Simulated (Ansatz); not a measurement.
## Cd7Se8 (charge −2): geometry relaxation (part 1 of 2)

- system: Cd7Se8 (defect cell, 15 atoms in the cell, total charge −2)
- method: DFT PBE, scalar-relativistic, plane waves, PAW (Ansatz 0.2.0)

The structure derives from an entry of the Crystallography Open Database. The run did not end well. It belongs to a series of runs on one base structure; here: atom 4 (Cd) set half-way to the vacancy, atoms relaxed in the symmetry of that start. Figures and captions count atoms from 1; the log counts them from 0 in places.

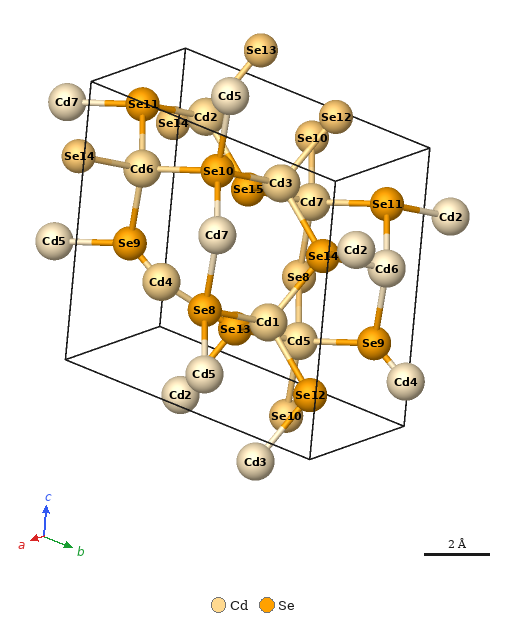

Figure 1. The starting structure (ball-and-stick view of the cell of the calculation, seen slightly off an axis; neighbours outside the cell are drawn fainter; atoms are numbered from 1 in the order of the input). Near neighbours in the crystal (not all of them lie inside the picture): Cd has 4 Se at 2.68 to 2.69 Å; Cd has 2 Se at 1.55 to 2.96 Å; Se has 3 Cd at 1.55 to 2.69 Å; Se has 4 Cd at 2.68 to 2.96 Å; Se has 2 Cd at 2.68 Å.

Input file
```yaml
crystal:
  lattice:
    - [2.1918967987, -3.7964766202, 7.1529442853]
    - [2.1918967987, -3.7964766202, -7.1529442853]
    - [4.3837935972, 7.5929532404, 0.0]
  atoms:
    - { symbol: Cd, position: [0.6664754504, 0.666857883, 0.3333333333] }
    - { symbol: Cd, position: [0.1664754504, 0.166857883, 0.8333333333] }
    - { symbol: Cd, position: [0.6664754504, 0.666857883, 0.8333333333] }
    - { symbol: Cd, position: [0.3748087837, 0.1251912163, 0.25] }
    - { symbol: Cd, position: [0.083142117, 0.5835245496, 0.1666666667] }
    - { symbol: Cd, position: [0.583142117, 0.0835245496, 0.6666666667] }
    - { symbol: Cd, position: [0.083142117, 0.5835245496, 0.6666666667] }
    - { symbol: Se, position: [0.854357883, 0.4789754504, 0.3333333333] }
    - { symbol: Se, position: [0.354357883, 0.9789754504, 0.3333333333] }
    - { symbol: Se, position: [0.854357883, 0.4789754504, 0.8333333333] }
    - { symbol: Se, position: [0.354357883, 0.9789754504, 0.8333333333] }
    - { symbol: Se, position: [0.7710245496, 0.895642117, 0.1666666667] }
    - { symbol: Se, position: [0.2710245496, 0.395642117, 0.1666666667] }
    - { symbol: Se, position: [0.7710245496, 0.895642117, 0.6666666667] }
    - { symbol: Se, position: [0.2710245496, 0.395642117, 0.6666666667] }
total_charge: -2
basis:
  ecutwfc: 420
kpoints:
  mp_grid: { grid: [4, 4, 4] }
hamiltonian:
  xc: pbe
scf:
  occupations: { method: gaussian, width: 0.05 }
output:
  forces: true
  stress: true
  eigenvalues: true
  write_density: true
  write_potential: true
  elf: true
  volumetric_format: npy
relax:
  adjacent_minimum: "off"
  f_tol: 0.02
  max_steps: 60
  escape_saddle: false
```

Command:
```bash
ansatz run input.yaml --threads 4 --pin off --max-ram 9216MiB --backend cpu --events-out ev --progress --plain --runs-dir out
```

What the program printed
```
Warning: output.stress: scf.convergence.dr2_threshold = 1e-7 eV (the SCF's general default) is looser than the 1.5e-9 eV advised for a printed stress (1e-10 eV for each atom of the cell: 15). What an SCF threshold leaves in a stress goes as its square root, and in the free energy as the threshold itself, and one threshold admits the most on a small cell: of the crystals measured, under no hybrid functional and no lock of the moments, on runs that ended without the residual-converged pass, on stresses that held no estimate of that error, the worst erred by over 100 MPa in a component at 1e-7 eV an atom and by under 5 at 1e-10. Every solve of this run answers to scf.convergence.dr2_threshold, and the tensor of one is reported: a single SCF on the reported geometry and on this run's grids (its basis.xc_grid and basis.ecutrho_ratio typed), with scf.convergence.dr2_threshold at 1.5e-9 eV or tighter, prints it and tightens no other solve. Else set scf.convergence.dr2_threshold to 1.5e-9 eV or tighter. The threshold is an SCF's pass mark: one that does not reach it within its budget of iterations ends unconverged, or closes short of it on a stop that the run arms, and scf.convergence.dr2_threshold's page says what that costs each kind of run
Engine: ansatz 0.2.0, aarch64-unknown-linux-gnu
Pseudopotentials: kind: paw
Pseudopotential: Cd, paw, valence charge 20, recommended cutoff 420 eV (normal), Cd.paw.azcp
Pseudopotential: Se, paw, valence charge 16, recommended cutoff 420 eV (normal), Se.paw.azcp
Functional definition: PBE
  parameter kappa = 0.804
  parameter beta = 0.06672455060314922
  exchange = pbe_x(kappa = kappa, mu = beta*pi^2/3)
  correlation = pbe_c(beta = beta)
Crystal: 15 atoms, lattice volume = 476.185 Å³
Basis set: ecut = 420 eV, 9277 PW (Γ), exchange–correlation on 120×120×120 points (8 copies of the dense FFT grid, shifted against one another)
Bands: 162, of which v1, the nominal top of the filled ones, is band 135 counted from 1 (134 counted from 0)
Symmetry: 1 space group operations
Space group: P1 (ITA 1), of the structure as read, at distance tolerance 7.8e-5 Å
k-points: 36 of 64 (time reversal used)
Non-local potential: Cd, projectors of the file, l = 0: 3, l = 1: 2, l = 2: 2, l = 3: 1
Non-local potential: Se, projectors of the file, l = 0: 2, l = 1: 2, l = 2: 3, l = 3: 1
PAW form: soft (Blöchl's): semilocal exchange-correlation on the pseudo side does not see the compensation charge
PAW one-centre angular grid: Cd, 590 points (default); XC on 64 Gauss nodes
PAW one-centre angular grid: Se, 590 points (default); XC on 64 Gauss nodes
Initial density: superposition of atomic densities (neutral atoms scaled as one to the charged cell's electrons: chi_scale 0, normalization atom), corrected by the library's trained network
Initial wavefunctions: pseudopotential atomic-orbital guess
Functional: x = pbe(κ = 0.804, μ = 0.2195149727645171), c = pbe(β = 0.06672455060314922)
SCF iter   1: F=—  HF=-101512.960506 eV  |F-HF|=—  |Δ(HF+E_count)|=         —  Δρ=3.58e-2  dr2=8.43e0  ethr=1.77e-3  ⟨swp⟩=5.6  Hψ=21704  notcnv=0  defer=215
preconditioner: auto → Resta (q_TF=auto, 2.482 Å⁻¹)  ε∞=4.1  [insulator: Δε(μ)=0.460 eV  Ē_g=11.175 eV  σ=0.050 eV  W_gap=1.00  n_scr=122 (ndim 8)  ℏωp=19.7 eV  f_vac=0.241  D(μ)=0.00/eV (n_scr^D=0)  ε∞_Penn≈4.1]
SCF iter   2: F=—  HF=-101510.371560 eV  |F-HF|=—  |Δ(HF+E_count)|=    2.59e0  Δρ=1.04e-2  dr2=1.09e0  ethr=1.77e-3  ⟨swp⟩=2.9  Hψ=9584  notcnv=0  defer=738
SCF iter   3: F=—  HF=-101510.009262 eV  |F-HF|=—  |Δ(HF+E_count)|=   3.62e-1  Δρ=4.49e-3  dr2=1.82e-1  ethr=4.03e-4  ⟨swp⟩=2.0  Hψ=7778  notcnv=0  defer=737
SCF iter   4: F=—  HF=-101509.953132 eV  |F-HF|=—  |Δ(HF+E_count)|=   5.61e-2  Δρ=1.30e-3  dr2=1.42e-2  ethr=6.75e-5  ⟨swp⟩=2.0  Hψ=7742  notcnv=0  defer=737
SCF iter   5: F=—  HF=-101509.954826 eV  |F-HF|=—  |Δ(HF+E_count)|=   1.69e-3  Δρ=4.21e-4  dr2=1.76e-3  ethr=5.27e-6  ⟨swp⟩=2.0  Hψ=10539  notcnv=0  defer=737
SCF iter   6: F=—  HF=-101509.956298 eV  |F-HF|=—  |Δ(HF+E_count)|=   1.47e-3  Δρ=2.64e-4  dr2=5.05e-4  ethr=6.53e-7  ⟨swp⟩=2.0  Hψ=8969  notcnv=0  defer=737
SCF iter   7: F=—  HF=-101509.956500 eV  |F-HF|=—  |Δ(HF+E_count)|=   2.02e-4  Δρ=7.59e-5  dr2=3.84e-5  ethr=1.87e-7  ⟨swp⟩=2.0  Hψ=8948  notcnv=0  defer=737
SCF iter   8: F=-101509.956602 eV  HF=-101509.956596 eV  |F-HF|=6.12e-6  |Δ(HF+E_count)|=   9.59e-5  Δρ=2.30e-5  dr2=4.59e-6  ethr=3.70e-9  ⟨swp⟩=17.2  Hψ=62338  notcnv=0
SCF 1 converged in 8 iterations: F = -101509.956602 eV  dr2 = 4.59e-6
  greatest PAW one-centre occupation: 1.008 electrons in one spin orbital (limit 2), on the Cd atom at site 3 (counted from 0), in its partial waves of l = 1
relax step   1: F+E_penalty+E_count = -101509.95660180 eV  Δ(F+E_penalty+E_count) = +0.000e0 eV  max|allowed force component| = 5.834e1 eV/Å  Δτ_max = 0.0000 Å  (8 SCF iters, dr2 threshold 1.00e-5 eV, accepted)
Initial density: handed on by an earlier stage of this run
Initial wavefunctions: those handed on with the density
iter 1 solved again at ethr=2.85e-4 eV; its pass at ethr=3.10e-3 eV (dr2=7.68e-1 eV) is discarded
SCF iter   1: F=—  HF=-101524.290899 eV  |F-HF|=—  |Δ(HF+E_count)|=         —  Δρ=1.34e-2  dr2=7.81e-1  ethr=2.85e-4  ⟨swp⟩=1.0  Hψ=23069  notcnv=0  defer=664
preconditioner: auto → none  [metal: Δε(μ)=0.053 eV  Ē_g=11.680 eV  σ=0.050 eV  W_gap=0.46  n_scr=122 (ndim 8)  ℏωp=19.7 eV  f_vac=0.219  D(μ)=1.17/eV (n_scr^D=0)]
SCF iter   2: F=—  HF=-101524.192776 eV  |F-HF|=—  |Δ(HF+E_count)|=   9.81e-2  Δρ=5.93e-3  dr2=3.18e-1  ethr=2.85e-4  ⟨swp⟩=3.8  Hψ=10488  notcnv=0  defer=664
SCF iter   3: F=—  HF=-101524.140685 eV  |F-HF|=—  |Δ(HF+E_count)|=   5.21e-2  Δρ=2.61e-3  dr2=2.55e-2  ethr=1.18e-4  ⟨swp⟩=3.0  Hψ=11255  notcnv=0  defer=713
SCF iter   4: F=—  HF=-101524.162497 eV  |F-HF|=—  |Δ(HF+E_count)|=   2.18e-2  Δρ=1.01e-3  dr2=8.39e-3  ethr=9.43e-6  ⟨swp⟩=2.0  Hψ=10617  notcnv=0  defer=731
SCF iter   5: F=—  HF=-101524.166547 eV  |F-HF|=—  |Δ(HF+E_count)|=   4.05e-3  Δρ=4.25e-4  dr2=8.53e-4  ethr=3.11e-6  ⟨swp⟩=2.0  Hψ=10364  notcnv=0  defer=729
SCF iter   6: F=—  HF=-101524.167119 eV  |F-HF|=—  |Δ(HF+E_count)|=   5.72e-4  Δρ=2.07e-4  dr2=2.78e-4  ethr=3.16e-7  ⟨swp⟩=2.0  Hψ=9241  notcnv=0  defer=729
SCF iter   7: F=-101524.167070 eV  HF=-101524.167085 eV  |F-HF|=1.51e-5  |Δ(HF+E_count)|=   3.37e-5  Δρ=7.53e-5  dr2=1.98e-5  ethr=3.70e-8  ⟨swp⟩=14.1  Hψ=51724  notcnv=0
SCF 2 converged in 7 iterations: F = -101524.167070 eV  dr2 = 1.98e-5
  greatest PAW one-centre occupation: 1.000 electrons in one spin orbital (limit 2), on the Cd atom at site 3 (counted from 0), in its partial waves of l = 0
relax step   2: F+E_penalty+E_count = -101524.16706999 eV  Δ(F+E_penalty+E_count) = -1.421e1 eV  max|allowed force component| = 1.266e1 eV/Å  Δτ_max = 0.1992 Å  (7 SCF iters, dr2 threshold 1.00e-4 eV, accepted)
iter 1 solved again at ethr=3.81e-4 eV; its pass at ethr=3.10e-3 eV (dr2=1.03e0 eV) is discarded
SCF iter   1: F=—  HF=-101527.505698 eV  |F-HF|=—  |Δ(HF+E_count)|=         —  Δρ=1.69e-2  dr2=1.04e0  ethr=3.81e-4  ⟨swp⟩=1.0  Hψ=23119  notcnv=0  defer=659
preconditioner: auto → Resta (q_TF=auto, 2.482 Å⁻¹)  ε∞=3.9  [insulator: Δε(μ)=0.070 eV  Ē_g=11.554 eV  σ=0.050 eV  W_gap=0.62  n_scr=122 (ndim 8)  ℏωp=19.7 eV  f_vac=0.214  D(μ)=0.91/eV (n_scr^D=0)  ε∞_Penn≈3.9]
SCF iter   2: F=—  HF=-101527.165245 eV  |F-HF|=—  |Δ(HF+E_count)|=   3.40e-1  Δρ=7.50e-3  dr2=1.69e-1  ethr=3.81e-4  ⟨swp⟩=2.0  Hψ=8312  notcnv=0  defer=659
SCF iter   3: F=—  HF=-101527.114180 eV  |F-HF|=—  |Δ(HF+E_count)|=   5.11e-2  Δρ=1.21e-3  dr2=9.02e-3  ethr=6.24e-5  ⟨swp⟩=2.0  Hψ=9033  notcnv=0  defer=663
SCF iter   4: F=—  HF=-101527.117247 eV  |F-HF|=—  |Δ(HF+E_count)|=   3.07e-3  Δρ=5.55e-4  dr2=1.98e-3  ethr=3.34e-6  ⟨swp⟩=2.0  Hψ=9960  notcnv=0  defer=724
SCF iter   5: F=—  HF=-101527.117337 eV  |F-HF|=—  |Δ(HF+E_count)|=   9.01e-5  Δρ=1.36e-4  dr2=1.77e-4  ethr=7.32e-7  ⟨swp⟩=2.0  Hψ=8909  notcnv=0  defer=721
SCF iter   6: F=-101527.117405 eV  HF=-101527.117404 eV  |F-HF|=1.26e-6  |Δ(HF+E_count)|=   6.71e-5  Δρ=8.17e-5  dr2=4.12e-5  ethr=3.70e-8  ⟨swp⟩=12.9  Hψ=50092  notcnv=0
SCF 3 converged in 6 iterations: F = -101527.117405 eV  dr2 = 4.12e-5
relax step   3: F+E_penalty+E_count = -101527.11740505 eV  Δ(F+E_penalty+E_count) = -2.950e0 eV  max|allowed force component| = 3.929e0 eV/Å  Δτ_max = 0.1949 Å  (6 SCF iters, dr2 threshold 1.00e-4 eV, accepted)
iter 1 solved again at ethr=3.21e-4 eV; its pass at ethr=3.10e-3 eV (dr2=8.66e-1 eV) is discarded
SCF iter   1: F=—  HF=-101528.149092 eV  |F-HF|=—  |Δ(HF+E_count)|=         —  Δρ=1.68e-2  dr2=8.76e-1  ethr=3.21e-4  ⟨swp⟩=1.0  Hψ=20891  notcnv=0  defer=691
preconditioner: auto → Resta (q_TF=auto, 2.482 Å⁻¹)  ε∞=3.9  [insulator: Δε(μ)=0.097 eV  Ē_g=11.486 eV  σ=0.050 eV  W_gap=0.82  n_scr=122 (ndim 8)  ℏωp=19.7 eV  f_vac=0.210  D(μ)=0.43/eV (n_scr^D=0)  ε∞_Penn≈3.9]
SCF iter   2: F=—  HF=-101527.853167 eV  |F-HF|=—  |Δ(HF+E_count)|=   2.96e-1  Δρ=7.66e-3  dr2=1.56e-1  ethr=3.21e-4  ⟨swp⟩=2.1  Hψ=7560  notcnv=0  defer=691
SCF iter   3: F=—  HF=-101527.807560 eV  |F-HF|=—  |Δ(HF+E_count)|=   4.56e-2  Δρ=1.03e-3  dr2=5.82e-3  ethr=5.80e-5  ⟨swp⟩=2.1  Hψ=9197  notcnv=0  defer=691
SCF iter   4: F=—  HF=-101527.811336 eV  |F-HF|=—  |Δ(HF+E_count)|=   3.78e-3  Δρ=4.50e-4  dr2=1.11e-3  ethr=2.16e-6  ⟨swp⟩=2.0  Hψ=9539  notcnv=0  defer=731
SCF iter   5: F=—  HF=-101527.811007 eV  |F-HF|=—  |Δ(HF+E_count)|=   3.28e-4  Δρ=1.14e-4  dr2=1.11e-4  ethr=4.12e-7  ⟨swp⟩=2.1  Hψ=9711  notcnv=0  defer=731
SCF iter   6: F=-101527.811070 eV  HF=-101527.811062 eV  |F-HF|=8.32e-6  |Δ(HF+E_count)|=   5.47e-5  Δρ=5.13e-5  dr2=2.15e-5  ethr=3.70e-8  ⟨swp⟩=12.9  Hψ=46258  notcnv=0
SCF 4 converged in 6 iterations: F = -101527.811070 eV  dr2 = 2.15e-5
relax step   4: F+E_penalty+E_count = -101527.81107036 eV  Δ(F+E_penalty+E_count) = -6.937e-1 eV  max|allowed force component| = 1.679e0 eV/Å  Δτ_max = 0.1923 Å  (6 SCF iters, dr2 threshold 1.00e-4 eV, accepted)
SCF iter   1: F=—  HF=-101528.149106 eV  |F-HF|=—  |Δ(HF+E_count)|=         —  Δρ=1.00e-2  dr2=3.07e-1  ethr=1.18e-3  ⟨swp⟩=4.1  Hψ=12979  notcnv=0  defer=715
preconditioner: auto → Resta (q_TF=auto, 2.482 Å⁻¹)  ε∞=4.0  [insulator: Δε(μ)=0.124 eV  Ē_g=11.467 eV  σ=0.050 eV  W_gap=0.92  n_scr=122 (ndim 8)  ℏωp=19.7 eV  f_vac=0.210  D(μ)=0.17/eV (n_scr^D=0)  ε∞_Penn≈4.0]
SCF iter   2: F=—  HF=-101528.043595 eV  |F-HF|=—  |Δ(HF+E_count)|=   1.06e-1  Δρ=4.52e-3  dr2=5.41e-2  ethr=1.14e-4  ⟨swp⟩=2.0  Hψ=9676  notcnv=0  defer=728
SCF iter   3: F=—  HF=-101528.028025 eV  |F-HF|=—  |Δ(HF+E_count)|=   1.56e-2  Δρ=6.14e-4  dr2=2.11e-3  ethr=2.00e-5  ⟨swp⟩=2.0  Hψ=9200  notcnv=0  defer=728
SCF iter   4: F=—  HF=-101528.029252 eV  |F-HF|=—  |Δ(HF+E_count)|=   1.23e-3  Δρ=3.29e-4  dr2=4.86e-4  ethr=7.81e-7  ⟨swp⟩=2.0  Hψ=9928  notcnv=0  defer=728
SCF iter   5: F=-101528.029192 eV  HF=-101528.029171 eV  |F-HF|=2.08e-5  |Δ(HF+E_count)|=   8.11e-5  Δρ=7.04e-5  dr2=4.58e-5  ethr=3.70e-8  ⟨swp⟩=13.0  Hψ=48514  notcnv=0
SCF 5 converged in 5 iterations: F = -101528.029192 eV  dr2 = 4.58e-5
  greatest PAW one-centre occupation: 1.000 electrons in one spin orbital (limit 2), on the Cd atom at site 2 (counted from 0), in its partial waves of l = 0
relax step   5: F+E_penalty+E_count = -101528.02919204 eV  Δ(F+E_penalty+E_count) = -2.181e-1 eV  max|allowed force component| = 4.549e-1 eV/Å  Δτ_max = 0.1931 Å  (5 SCF iters, dr2 threshold 1.00e-4 eV, accepted)
SCF iter   1: F=—  HF=-101528.208285 eV  |F-HF|=—  |Δ(HF+E_count)|=         —  Δρ=9.42e-3  dr2=2.73e-1  ethr=1.10e-3  ⟨swp⟩=4.0  Hψ=12774  notcnv=0  defer=720
preconditioner: auto → Resta (q_TF=auto, 2.482 Å⁻¹)  ε∞=3.9  [insulator: Δε(μ)=0.140 eV  Ē_g=11.470 eV  σ=0.050 eV  W_gap=0.95  n_scr=122 (ndim 8)  ℏωp=19.7 eV  f_vac=0.213  D(μ)=0.11/eV (n_scr^D=0)  ε∞_Penn≈3.9]
SCF iter   2: F=—  HF=-101528.114955 eV  |F-HF|=—  |Δ(HF+E_count)|=   9.33e-2  Δρ=4.23e-3  dr2=4.55e-2  ethr=1.01e-4  ⟨swp⟩=2.0  Hψ=9745  notcnv=0  defer=731
SCF iter   3: F=—  HF=-101528.101670 eV  |F-HF|=—  |Δ(HF+E_count)|=   1.33e-2  Δρ=5.44e-4  dr2=1.21e-3  ethr=1.68e-5  ⟨swp⟩=2.0  Hψ=8942  notcnv=0  defer=731
SCF iter   4: F=—  HF=-101528.103311 eV  |F-HF|=—  |Δ(HF+E_count)|=   1.64e-3  Δρ=2.23e-4  dr2=2.50e-4  ethr=4.48e-7  ⟨swp⟩=2.0  Hψ=9637  notcnv=0  defer=731
SCF iter   5: F=—  HF=-101528.103285 eV  |F-HF|=—  |Δ(HF+E_count)|=   2.56e-5  Δρ=5.88e-5  dr2=2.71e-5  ethr=9.27e-8  ⟨swp⟩=2.0  Hψ=9925  notcnv=0  defer=731
SCF iter   6: F=-101528.103307 eV  HF=-101528.103304 eV  |F-HF|=2.63e-6  |Δ(HF+E_count)|=   1.90e-5  Δρ=2.53e-5  dr2=5.36e-6  ethr=5.63e-9  ⟨swp⟩=14.9  Hψ=50690  notcnv=0
SCF 6 converged in 6 iterations: F = -101528.103307 eV  dr2 = 5.36e-6
relax step   6: F+E_penalty+E_count = -101528.10330694 eV  Δ(F+E_penalty+E_count) = -7.411e-2 eV  max|allowed force component| = 2.058e-1 eV/Å  Δτ_max = 0.2000 Å  (6 SCF iters, dr2 threshold 1.52e-5 eV, accepted)
```
